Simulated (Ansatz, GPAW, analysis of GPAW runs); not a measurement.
# Mn2+ on a Mg site in KMgF3: hyperfine coupling against experiment (GPAW)

How near does this set-up come to the measured hyperfine coupling? Subject: Mn2+ on a Mg site in KMgF3. Set-up: PBE, plane waves 500 eV, 40-site cell, PBE lattice, k: the zone centre alone then 2x2x2 shifted, no spin, start relaxed with Ansatz. The model is a cell of 40 host atoms with 1 Mg taken out and 1 Mn put in. The isotropic coupling follows from the spin density at the nucleus, the nuclear g-factor and the total spin.

**The experiment.** 55Mn, isotropic, printed as −91.2 10^-4 cm^-1: -273.4 MHz at 300 K, by EPR (room temperature) (quoted in “Parallel-mode EPR spectra of the hexaaqua manganese(II) Ion in tetrahedral symmetry”, 2024, Margrete Juel Henrichsen, Jesper Bendix, Høgni Weihe, quoting earlier work (1960)).

Program: GPAW 26.7.0. Level of theory: GPAW plane-wave PAW DFT, PBE; relaxation of all atoms of a defect supercell. Results are calculated unless marked as measured.

## 1. Set-up

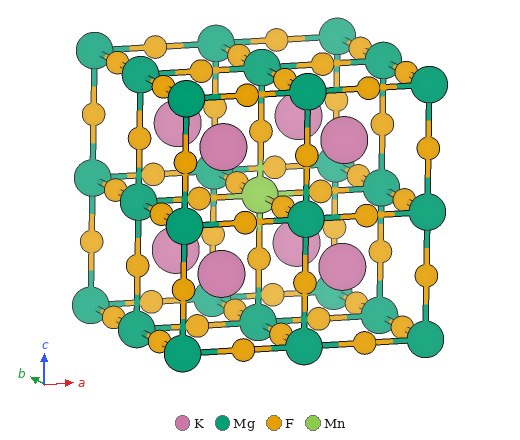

Start, viewed slightly off an axis; potassium pink, magnesium teal, fluorine orange, manganese green. Some periodic images of atoms are drawn too.

The cell holds 40 atoms: 8 K, 7 Mg, 24 F and 1 Mn. Cell: a = 8.098 Å, b = 8.098 Å, c = 8.098 Å, α = 90.0°, β = 90.0°, γ = 90.0°. It derives from KMgF3 (space group Pm-3m). Nearest the centre at fractional (0.500, 0.500, 0.500): Mn37 at 0.00 Å, F18 at 2.03 Å, F38 at 2.03 Å, F39 at 2.03 Å, F29 at 2.03 Å, F35 at 2.03 Å, F40 at 2.03 Å, K1 at 3.49 Å.

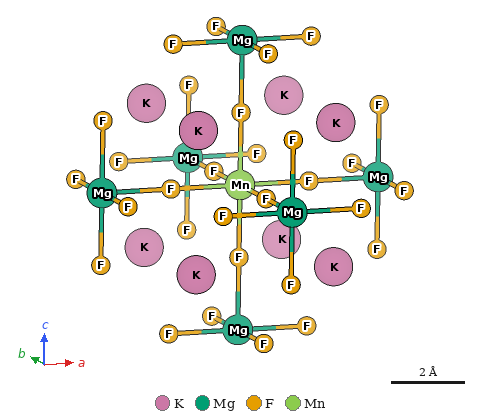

The atoms within 5 Å of the centre.

The host's primitive cell comes from a first run (GPAW plane-wave PAW DFT, PBE; relaxation of cell and atoms of a defect-free cell): vectors of 4.049, 4.049 and 4.049 Å. That is 13.28 Å³ an atom, 4.8 % over the diffraction cell's volume. The supercell is built on it.

This program's steps are dear, so the start below was first relaxed with Ansatz (plane-wave PAW DFT, PBE; 15 s).

## 2. Relaxation, charge 0

Every later number rests on the structure around the defect, so the atoms are relaxed at the host's lattice first.

The input, run.py:

```python
import numpy as np
from ase.io import read, write
from ase.parallel import parprint, world
from gpaw import GPAW, PW
from ase.optimize import BFGS

atoms = read('POSCAR')
calc = GPAW(mode=PW(500),
            xc='PBE',
            kpts={'size': (1, 1, 1), 'gamma': True},
            occupations={'name': 'fermi-dirac', 'width': 0.01},
            nbands=173,
            convergence={'density': 1e-05, 'forces': 0.001},
            maxiter=150,
            symmetry='off',
            txt='gpaw.txt')
atoms.calc = calc
opt = BFGS(atoms, trajectory='relax.traj', logfile='-')
done = opt.run(fmax=0.02, steps=80)
parprint('Converged:', done)
energy = atoms.get_potential_energy()
forces = atoms.get_forces()
parprint(f'Energy: {energy:.6f} eV, largest force {np.linalg.norm(forces, axis=1).max():.4f} eV/A')
calc.write('gs.gpw')
write('final.xyz', atoms)
for s in range(calc.get_number_of_spins()):
    parprint('Levels (eV), spin', s, calc.get_eigenvalues(kpt=0, spin=s)[-16:].round(3))
```

The input, POSCAR:

```
K  Mg F  K  Mg F  K  Mg F  K  Mg F  K  Mg F  K  Mg F  K  Mg F  K  Mn F 
 1.0000000000000000
     8.0984380843906987   -0.0000000000000022   -0.0000000000000000
    -0.0000000000000016    8.0984380843907058   -0.0000000000000000
    -0.0000000000000000   -0.0000000000000000    8.0984380843907662
 K   Mg  F   K   Mg  F   K   Mg  F   K   Mg  F   K   Mg  F   K   Mg  F   K   Mg  F   K   Mn  F  
   1   1   3   1   1   3   1   1   3   1   1   3   1   1   3   1   1   3   1   1   3   1   1   3
Direct
  0.2511816791843737  0.2511816791843736  0.2511816791843737
 -0.0000000000000000 -0.0000000000000000  0.0000000000000000
  0.2501322041691115 -0.0000000000000000  0.0000000000000000
 -0.0000000000000000  0.2501322041691115  0.0000000000000000
 -0.0000000000000000 -0.0000000000000000  0.2501322041691115
  0.2511816791843737  0.2511816791843736  0.7488183208156265
 -0.0000000000000000 -0.0000000000000000  0.5000000000000000
  0.2502301390583722 -0.0000000000000000  0.5000000000000000
 -0.0000000000000000  0.2502301390583722  0.5000000000000000
 -0.0000000000000000 -0.0000000000000000  0.7498677958308884
  0.2511816791843737  0.7488183208156264  0.2511816791843737
 -0.0000000000000000  0.5000000000000000  0.0000000000000000
  0.2502301390583722  0.5000000000000000  0.0000000000000000
 -0.0000000000000000  0.7498677958308884  0.0000000000000000
 -0.0000000000000000  0.5000000000000000  0.2502301390583722
  0.2511816791843737  0.7488183208156264  0.7488183208156265
 -0.0000000000000000  0.5000000000000000  0.5000000000000000
  0.2498703782902435  0.5000000000000000  0.5000000000000000
 -0.0000000000000000  0.7497698609416278  0.5000000000000000
 -0.0000000000000000  0.5000000000000000  0.7497698609416278
  0.7488183208156265  0.2511816791843737  0.2511816791843737
  0.5000000000000000 -0.0000000000000000  0.0000000000000000
  0.7498677958308884 -0.0000000000000000  0.0000000000000000
  0.5000000000000000  0.2502301390583722  0.0000000000000000
  0.5000000000000000 -0.0000000000000000  0.2502301390583722
  0.7488183208156265  0.2511816791843737  0.7488183208156265
  0.5000000000000000 -0.0000000000000000  0.5000000000000000
  0.7497698609416278 -0.0000000000000000  0.5000000000000000
  0.5000000000000000  0.2498703782902435  0.5000000000000000
  0.5000000000000000 -0.0000000000000000  0.7497698609416278
  0.7488183208156265  0.7488183208156264  0.2511816791843737
  0.5000000000000000  0.5000000000000000  0.0000000000000000
  0.7497698609416278  0.5000000000000000  0.0000000000000000
  0.5000000000000000  0.7497698609416278  0.0000000000000000
  0.5000000000000000  0.5000000000000000  0.2498703782902435
  0.7488183208156265  0.7488183208156264  0.7488183208156265
  0.5000000000000000  0.5000000000000000  0.5000000000000000
  0.7501296217097565  0.5000000000000000  0.5000000000000000
  0.5000000000000000  0.7501296217097564  0.5000000000000000
  0.5000000000000000  0.5000000000000000  0.7501296217097566
```

Launch:

```sh
$ OMP_NUM_THREADS=1 mpirun -n 4 gpaw python run.py > stdout
```

Output:

```text
__  _  _
 | _ |_)|_||  |
 |__||  | ||/\| - 26.7.0

Input parameters:
  mode=PW(ecut=500.0),
  convergence={'density': 1e-05, 'forces': 0.001},
  kpts=MonkhorstPack(size=(1, 1, 1), gamma=True),
  maxiter=150,
  nbands=173,
  occupations=Occupations(name='fermi-dirac', width=0.01),
  symmetry=Symmetry(point_group=False, time_reversal=False),
  xc=XC(name='PBE')

Diagonalizing LCAO Hamiltonian
Converting LCAO to pw mode

                K         K
          F         F
           F K       F K
       F  Mg   F F  Mn   F
        F       K F       K

       Mg F F    Mg F F
           F K       F K
       F  Mg   F F  Mg   F
        F         F
       Mg   F    Mg   F

Atoms  # Å, Bohr magnetons
|    | symbol |         x |         y |        z |    initial magnetic moments |
|----|--------|-----------|-----------|----------|-----------------------------|
|  0 |      K |  2.034179 |  2.034179 | 2.034179 | ( 0.0000,  0.0000,  0.0000) |
|  1 |     Mg |  0.000000 |  0.000000 | 0.000000 | ( 0.0000,  0.0000,  0.0000) |
|  2 |      F |  2.025680 | -0.000000 | 0.000000 | ( 0.0000,  0.0000,  0.0000) |
|  3 |      F | -0.000000 |  2.025680 | 0.000000 | ( 0.0000,  0.0000,  0.0000) |
|  4 |      F |  0.000000 |  0.000000 | 2.025680 | ( 0.0000,  0.0000,  0.0000) |
|  5 |      K |  2.034179 |  2.034179 | 6.064259 | ( 0.0000,  0.0000,  0.0000) |
|  6 |     Mg |  0.000000 |  0.000000 | 4.049219 | ( 0.0000,  0.0000,  0.0000) |
|  7 |      F |  2.026473 | -0.000000 | 4.049219 | ( 0.0000,  0.0000,  0.0000) |
|  8 |      F | -0.000000 |  2.026473 | 4.049219 | ( 0.0000,  0.0000,  0.0000) |
|  9 |      F |  0.000000 |  0.000000 | 6.072758 | ( 0.0000,  0.0000,  0.0000) |
| 10 |      K |  2.034179 |  6.064259 | 2.034179 | ( 0.0000,  0.0000,  0.0000) |
| 11 |     Mg | -0.000000 |  4.049219 | 0.000000 | ( 0.0000,  0.0000,  0.0000) |
| 12 |      F |  2.026473 |  4.049219 | 0.000000 | ( 0.0000,  0.0000,  0.0000) |
| 13 |      F | -0.000000 |  6.072758 | 0.000000 | ( 0.0000,  0.0000,  0.0000) |
| 14 |      F | -0.000000 |  4.049219 | 2.026473 | ( 0.0000,  0.0000,  0.0000) |
| 15 |      K |  2.034179 |  6.064259 | 6.064259 | ( 0.0000,  0.0000,  0.0000) |
| 16 |     Mg | -0.000000 |  4.049219 | 4.049219 | ( 0.0000,  0.0000,  0.0000) |
| 17 |      F |  2.023560 |  4.049219 | 4.049219 | ( 0.0000,  0.0000,  0.0000) |
| 18 |      F | -0.000000 |  6.071965 | 4.049219 | ( 0.0000,  0.0000,  0.0000) |
| 19 |      F | -0.000000 |  4.049219 | 6.071965 | ( 0.0000,  0.0000,  0.0000) |
| 20 |      K |  6.064259 |  2.034179 | 2.034179 | ( 0.0000,  0.0000,  0.0000) |
| 21 |     Mg |  4.049219 | -0.000000 | 0.000000 | ( 0.0000,  0.0000,  0.0000) |
| 22 |      F |  6.072758 | -0.000000 | 0.000000 | ( 0.0000,  0.0000,  0.0000) |
| 23 |      F |  4.049219 |  2.026473 | 0.000000 | ( 0.0000,  0.0000,  0.0000) |
| 24 |      F |  4.049219 | -0.000000 | 2.026473 | ( 0.0000,  0.0000,  0.0000) |
| 25 |      K |  6.064259 |  2.034179 | 6.064259 | ( 0.0000,  0.0000,  0.0000) |
| 26 |     Mg |  4.049219 | -0.000000 | 4.049219 | ( 0.0000,  0.0000,  0.0000) |
| 27 |      F |  6.071965 | -0.000000 | 4.049219 | ( 0.0000,  0.0000,  0.0000) |
[...]
| 30 |      K |  6.064259 |  6.064259 | 2.034179 | ( 0.0000,  0.0000,  0.0000) |
| 31 |     Mg |  4.049219 |  4.049219 | 0.000000 | ( 0.0000,  0.0000,  0.0000) |
[...]
| 35 |      K |  6.064259 |  6.064259 | 6.064259 | ( 0.0000,  0.0000,  0.0000) |
| 36 |     Mn |  4.049219 |  4.049219 | 4.049219 | ( 0.0000,  0.0000,  0.0000) |
[...]
Unit cell  # Å
| periodic |         x |         y |         z |  lengths |    angles |
|----------|-----------|-----------|-----------|----------|-----------|
|      yes |  8.098438 | -0.000000 | -0.000000 | 8.098438 | 90.000000 |
|      yes | -0.000000 |  8.098438 | -0.000000 | 8.098438 | 90.000000 |
|      yes | -0.000000 | -0.000000 |  8.098438 | 8.098438 | 90.000000 |

Number of symmetries: 1
Symmetry operations  # r_c * U_cc + t_c -> r_c
|   | kind |            matrix            |
|---|------|------------------------------|
| 0 |  E   |  1, 0, 0,  0, 1, 0,  0, 0, 1 |

BZ-sampling:
  Number of BZ points: 1
  Number of IBZ points: 1

  Monkhorst-Pack size: [1, 1, 1]
  Monkhorst-Pack shift: [0, 0, 0]

K-points  # in reciprocal-cell coordinates
|   |                                coordinates |     weight |
|---|--------------------------------------------|------------|
| 0 | (  0.00000000,   0.00000000,   0.00000000) | 1.00000000 |

Plane wave coefficients: 6759
Cutoff: 500.0 eV

Spin-components: 1 (collinear spins)
Bands:           173
Projectors:      201
Spin-degeneracy: 2
Datatype:        float64

Density:
  Valence electrons: 325.0
  Components: 1
  Grid points: [42 42 42]
  Charge: 0.0  # |e|

Potential:
  Grid points: [42 42 42]

species:
  K:
    name:    Potassium
    Z:       19.0
    valence: 9
    core:    10
    charge:  0.0  # [|e|]
    compensation charges:
      type: gauss
      rc: 0.35  # [Å]
      lmax: 2
    cutoffs:
      filter: 1.91  # [Å]
      core: 1.27  # [Å]
    projectors
    | kind |    occ | energy [eV] | rcut [Å] |
    |------|--------|-------------|----------|
    |   3s |  2.000 |     -35.338 |    1.122 |
    |   4s |  1.000 |      -2.319 |    1.122 |
    |   3p |  6.000 |     -18.813 |    1.106 |
    |    p |        |       8.398 |    1.106 |
    |    d |        |       0.000 |    0.937 |

    Using partial waves for K as LCAO basis

  Mg:
    name:    Magnesium
    Z:       12.0
    valence: 10
    core:    2
    charge:  0.0  # [|e|]
    compensation charges:
      type: gauss
      rc: 0.33  # [Å]
      lmax: 2
    cutoffs:
      filter: 1.86  # [Å]
      core: 0.54  # [Å]
    projectors
    | kind |    occ | energy [eV] | rcut [Å] |
    |------|--------|-------------|----------|
    |   2s |  2.000 |     -79.840 |    1.090 |
    |   3s |  2.000 |      -4.705 |    1.090 |
    |   2p |  6.000 |     -46.613 |    1.085 |
    |   3p |  0.000 |      -1.330 |    1.085 |
    |    d |        |       0.000 |    1.037 |

    Using partial waves for Mg as LCAO basis

  F:
    name:    Fluorine
    Z:       9.0
    valence: 7
    core:    2
    charge:  0.0  # [|e|]
    compensation charges:
      type: gauss
      rc: 0.20  # [Å]
      lmax: 2
    cutoffs:
      filter: 1.14  # [Å]
      core: 0.74  # [Å]
    projectors
    | kind |    occ | energy [eV] | rcut [Å] |
    |------|--------|-------------|----------|
    |   2s |  2.000 |     -29.898 |    0.635 |
    |   2p |  5.000 |     -11.110 |    0.635 |
    |    s |        |      -2.687 |    0.635 |
[...]
- Maximum change in the atomic [forces] across last 2 cycles: 0.001 eV/Ang OR
Maximum error relative to the maximum force is below inf
- Maximum [total energy] change in last 3 cyles: 0.0005 eV / valence electron
- Maximum integral of absolute [eigenst]ate change: 4e-08 eV^2 / valence electron
maximum number of iterations: 150

SCF iterations
|iter     | |      energy | eigst |  dens |force |
|---------|-|-------------|-------|-------|------|
|iter:   1| | -195.246787c| -4.74 |       |      |
|iter:   2| | -195.246779c| -6.44 | -4.13 |      |
|iter:   3| | -195.246772c| -6.89 | -4.26 |      |
|iter:   4| | -195.246757c| -6.34 | -4.28 |      |
|iter:   5| | -195.246752c| -6.32 | -4.60 |      |
|iter:   6| | -195.246752c| -7.38 | -5.03c|      |
|iter:   7| | -195.246752c| -7.83c| -5.25c|-1.66 |
|iter:   8| | -195.246752c| -8.08c| -5.03c|-2.68 |
|iter:   9| | -195.246752c| -7.97c| -5.58c|-2.86 |
|iter:  10| | -195.246752c| -8.44c| -5.53c|-3.38c|

Converged in 10 steps
SCF loop duration: 19.276 s (1.928 s/step)
Energy contributions relative to reference atoms: (reference = -265857.566887)

Energy contributions:
  Kinetic:         170.947734
  Coulomb:        -153.696414
  Zero:              0.125385
  External:          0.000000
  Xc:             -212.609939
  Entropy:          -0.027034
  Spinorbit:         0.000000
  ----------------------------
  Free energy:    -195.260269
  Extrapolated:   -195.246752

dipole moment: (0.000993, -46.397864, 0.000984)  # |e|*Ang

Fermi level: 5.341
Eigenvalues  # (at kpt = [0.000, 0.000, 0.000])
| band index |      eig [eV] | occ [0-2] |
|------------|---------------|-----------|
[...]
|        ... |               |           |
[...]
|        ... |               |           |
[...]
Gap: 1.285 eV
Transition (v -> c):
  (s=0, k=0, n=162, [0.00, 0.00, 0.00]) -> (s=0, k=0, n=163, [0.00, 0.00, 0.00])
No difference between direct/indirect transitions

Forces  # eV/Ang
|        x |        y |        z |
|----------|----------|----------|
[...]
K         K
          F         F
           F K       F K
       F  Mg   F F  Mn   F
        F       K F       K

       Mg F F    Mg F F
           F K       F K
       F  Mg   F F  Mg   F
        F         F
       Mg   F    Mg   F

Atoms  # Å, Bohr magnetons
|    | symbol |         x |         y |         z |    initial magnetic moments |
|----|--------|-----------|-----------|-----------|-----------------------------|
|  0 |      K |  2.034082 |  2.034084 |  2.034084 | ( 0.0000,  0.0000,  0.0000) |
|  1 |     Mg | -0.000000 | -0.000000 | -0.000000 | ( 0.0000,  0.0000,  0.0000) |
[...]
|  5 |      K |  2.034082 |  2.034084 |  6.064355 | ( 0.0000,  0.0000,  0.0000) |
|  6 |     Mg |  0.000000 |  0.000000 |  4.049219 | ( 0.0000,  0.0000,  0.0000) |
[...]
| 10 |      K |  2.034081 |  6.064354 |  2.034083 | ( 0.0000,  0.0000,  0.0000) |
| 11 |     Mg |  0.000000 |  4.049219 | -0.000000 | ( 0.0000,  0.0000,  0.0000) |
[...]
| 15 |      K |  2.034082 |  6.064354 |  6.064355 | ( 0.0000,  0.0000,  0.0000) |
| 16 |     Mg |  0.000000 |  4.049219 |  4.049219 | ( 0.0000,  0.0000,  0.0000) |
[...]
| 20 |      K |  6.064357 |  2.034084 |  2.034083 | ( 0.0000,  0.0000,  0.0000) |
| 21 |     Mg |  4.049219 |  0.000000 |  0.000000 | ( 0.0000,  0.0000,  0.0000) |
[...]
| 25 |      K |  6.064357 |  2.034084 |  6.064355 | ( 0.0000,  0.0000,  0.0000) |
| 26 |     Mg |  4.049219 |  0.000000 |  4.049219 | ( 0.0000,  0.0000,  0.0000) |
[...]
| 28 |      F |  4.049217 |  2.017714 |  4.049219 | ( 0.0000,  0.0000,  0.0000) |
| 29 |      F |  4.049219 | -0.000000 |  6.070838 | ( 0.0000,  0.0000,  0.0000) |
| 30 |      K |  6.064357 |  6.064354 |  2.034083 | ( 0.0000,  0.0000,  0.0000) |
| 31 |     Mg |  4.049219 |  4.049219 | -0.000000 | ( 0.0000,  0.0000,  0.0000) |
| 32 |      F |  6.070838 |  4.049219 |  0.000000 | ( 0.0000,  0.0000,  0.0000) |
| 33 |      F |  4.049219 |  6.070838 | -0.000000 | ( 0.0000,  0.0000,  0.0000) |
| 34 |      F |  4.049219 |  4.049219 |  2.017711 | ( 0.0000,  0.0000,  0.0000) |
| 35 |      K |  6.064356 |  6.064354 |  6.064355 | ( 0.0000,  0.0000,  0.0000) |
| 36 |     Mn |  4.049219 |  4.049219 |  4.049219 | ( 0.0000,  0.0000,  0.0000) |
| 37 |      F |  6.080727 |  4.049220 |  4.049219 | ( 0.0000,  0.0000,  0.0000) |
| 38 |      F |  4.049220 |  6.080725 |  4.049219 | ( 0.0000,  0.0000,  0.0000) |
| 39 |      F |  4.049218 |  4.049219 |  6.080727 | ( 0.0000,  0.0000,  0.0000) |

Unit cell  # Å
| periodic |         x |         y |         z |  lengths |    angles |
|----------|-----------|-----------|-----------|----------|-----------|
|      yes |  8.098438 | -0.000000 | -0.000000 | 8.098438 | 90.000000 |
|      yes | -0.000000 |  8.098438 | -0.000000 | 8.098438 | 90.000000 |
|      yes | -0.000000 | -0.000000 |  8.098438 | 8.098438 | 90.000000 |

Initialization done in: 0.914 s

convergence criteria:
- Maximum integral of absolute [dens]ity change: 1e-05 electrons / valence electron
- Maximum change in the atomic [forces] across last 2 cycles: 0.001 eV/Ang OR
Maximum error relative to the maximum force is below inf
- Maximum [total energy] change in last 3 cyles: 0.0005 eV / valence electron
- Maximum integral of absolute [eigenst]ate change: 4e-08 eV^2 / valence electron
maximum number of iterations: 150

SCF iterations
|iter     | |      energy | eigst |  dens |force |
|---------|-|-------------|-------|-------|------|
|iter:   1| | -195.248159c| -3.75 |       |      |
|iter:   2| | -195.248123c| -5.34 | -3.74 |      |
|iter:   3| | -195.247947c| -5.40 | -3.78 |      |
|iter:   4| | -195.247865c| -5.18 | -3.98 |      |
|iter:   5| | -195.247857c| -6.06 | -4.44 |      |
|iter:   6| | -195.247857c| -7.15 | -4.54 |      |
|iter:   7| | -195.247855c| -7.45c| -4.57 |      |
|iter:   8| | -195.247855c| -7.69c| -5.02c|-1.15 |
|iter:   9| | -195.247855c| -7.88c| -5.08c|-2.54 |
|iter:  10| | -195.247855c| -8.20c| -5.48c|-2.81 |
|iter:  11| | -195.247855c| -8.49c| -5.74c|-3.30c|

Converged in 11 steps
SCF loop duration: 21.579 s (1.962 s/step)
Energy contributions relative to reference atoms: (reference = -265857.566887)

Energy contributions:
  Kinetic:         170.842557
  Coulomb:        -153.617860
  Zero:              0.125642
  External:          0.000000
  Xc:             -212.584676
  Entropy:          -0.027034
  Spinorbit:         0.000000
  ----------------------------
  Free energy:    -195.261371
  Extrapolated:   -195.247855

dipole moment: (-71.545900, 25.149149, -73.496044)  # |e|*Ang

Fermi level: 5.293
Eigenvalues  # (at kpt = [0.000, 0.000, 0.000])
| band index |      eig [eV] | occ [0-2] |
|------------|---------------|-----------|
[...]
|        ... |               |           |
[...]
|        164 |         6.551 |     0.000 |
|        165 |         7.239 |     0.000 |
|        166 |        10.079 |     0.000 |
|        167 |        10.079 |     0.000 |
|        168 |        10.079 |     0.000 |
|        169 |        10.248 |     0.000 |
|        170 |        10.298 |     0.000 |
|        ... |               |           |
|        172 |        10.336 |     0.000 |

Gap: 1.274 eV
Transition (v -> c):
  (s=0, k=0, n=162, [0.00, 0.00, 0.00]) -> (s=0, k=0, n=163, [0.00, 0.00, 0.00])
No difference between direct/indirect transitions

Forces  # eV/Ang
|        x |        y |        z |
|----------|----------|----------|
[...]
|  0.00105 | -0.00000 |  0.00000 |  # F   32
|  0.00000 |  0.00105 |  0.00000 |  # F   33
|  0.00004 | -0.00000 | -0.00023 |  # F   34
|  0.00208 |  0.00206 |  0.00207 |  # K   35
|  0.00003 |  0.00001 | -0.00001 |  # Mn  36
|  0.00000 | -0.00008 | -0.00004 |  # F   37
| -0.00008 |  0.00067 | -0.00000 |  # F   38
| -0.00004 |  0.00000 |  0.00023 |  # F   39

# Writing to gs.gpw (mode='')
```

Wall time 99 s (4 MPI ranks of Arm Neoverse N1, shared host); peak memory 1.1 GiB; 6.6 min of CPU time.

The run converged, but on settings that a careful run would not use, so its numbers are not the defect's.

(Continued in part 2 of 2.)

[Logs are printed without paths, hosts, clocks, repeated set-up lines and the standing remarks that a program may print on its own settings, such as how far it seeks lower states.]

[Hosts, paths, dates, database ids (printed as entryN), source tags and the programs' standing remarks are cut or masked in the printed files.]

[For some hosts the program warned that the k-mesh of the response run may be too coarse for force constants and the static dielectric constant; such warnings are not shown here.]
